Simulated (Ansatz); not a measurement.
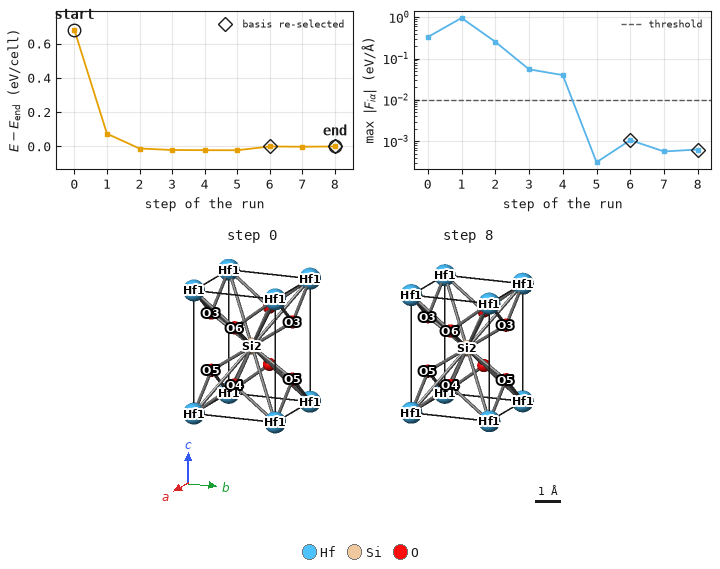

First and last geometry of a relaxation of a crystal of HfSiO4 (built on the NaHoF4-123 type type), with the history of the run. The picture is a ball-and-stick view of the cell of the calculation, seen slightly off an axis.

Computed with DFT, PBEsol, plane waves, PAW (Ansatz 0.2.0). Set-up: plane-wave cutoff 420 eV; k-point mesh 6 × 6 × 4; occupations fermi dirac; smearing width 0.03 eV; no spin polarisation; cell and atoms relaxed; force threshold 0.01 eV/Å; at most 120 steps.

Question: What do the curves and the structures tell?

Answer: It converged. After 6 accepted moves (8 points after the start) the energy has fallen by 0.680 eV per cell of the calculation. The largest force component goes from 0.33 to 0.00063 eV/Å. The pressure goes from −25.40 to −0.01 GPa. At 2 points the geometry stayed and the basis and grid were re-selected for the new cell (energy shift of 21.9 meV per cell of the calculation at most each time). The largest moves relative to the cell, 0.005 Å, are those of O3, O4, O5 and O6. O4 goes along +c. Hf and Si stay in place. Cell: a = b 3.544 → 3.400 Å (−4.0 %), c 5.100 → 4.874 Å (−4.4 %). Volume −12.0 %. Near-neighbour distances that change, for instance: Hf1–Si2 3.575 → 3.423 Å, Hf1–Hf1 3.544 → 3.400 Å, Si2–O3 2.133 → 2.041 Å, Hf1–O3 2.235 → 2.145 Å. The space group stays P4/mmm (No. 123).

| step | E − E(0), meV/atom | largest force component, eV/Å | pressure, GPa | volume, Å³/atom | note |
| --- | --- | --- | --- | --- | --- |
| 0 | 0.00 | 0.3297 | -25.40 | 10.673 |  |
| 1 | -100.95 | 0.9526 | -2.13 | 9.588 |  |
| 2 | -115.33 | 0.2537 | 1.90 | 9.333 |  |
| 3 | -116.78 | 0.0548 | -0.39 | 9.435 |  |
| 4 | -116.96 | 0.0397 | -0.07 | 9.425 |  |
| 5 | -117.01 | 0.0003 | -0.01 | 9.421 |  |
| 6 | -113.36 | 0.0011 | -0.79 | 9.421 | same geometry, new basis |
| 7 | -113.60 | 0.0006 | 0.02 | 9.392 |  |
| 8 | -113.36 | 0.0006 | -0.01 | 9.392 | same geometry, new basis |
